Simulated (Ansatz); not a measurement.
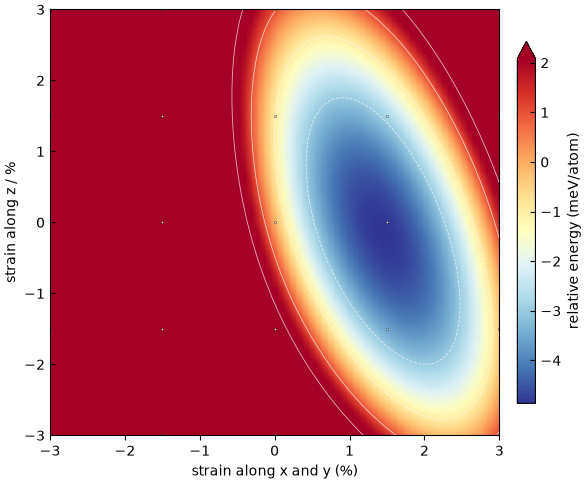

Si (I4_1/amd, No. 141; 2 atoms in the cell). 
- The cell is strained homogeneously, by one strain along x and y and another along z, with fractional coordinates fixed (x along [1 0 0], z along [0 0 1] of the conventional cell).
- The first coordinate is: strain along x and y; the second: strain along z.
- Grid: 5 × 5 points.
- Points are written as (first, second).
- All energies are given in meV/atom relative to the unstrained cell.
- The reference cell is the one listed in the database, not relaxed at this level.
- Method: DFT PBE, scalar-relativistic, plane waves, PAW (Ansatz 0.2.0). Settings: cutoff 420 eV, k-mesh 20×20×20, gaussian smearing 0.15 eV, no spin polarisation.

Drawn: a smooth colour map with a few white contour lines, dots at the grid points, one colour for all values above the top of the scale. Between grid points the surface is interpolated.

### Estimate the clamped-ion elastic constants that this map fixes.

With the cell volume of 29.9 Å³, the curvatures of the interpolated surface at its minimum give C₁₁ + C₂₂ + 2C₁₂ ≈ 540 GPa, C₃₃ ≈ 161 GPa and C₁₃ + C₂₃ ≈ 143 GPa (clamped ions, Cartesian axes of the cell). A stretch of 1 % along z with free sides (kept equal in x and y) would change the in-plane lengths by about −0.27 %.
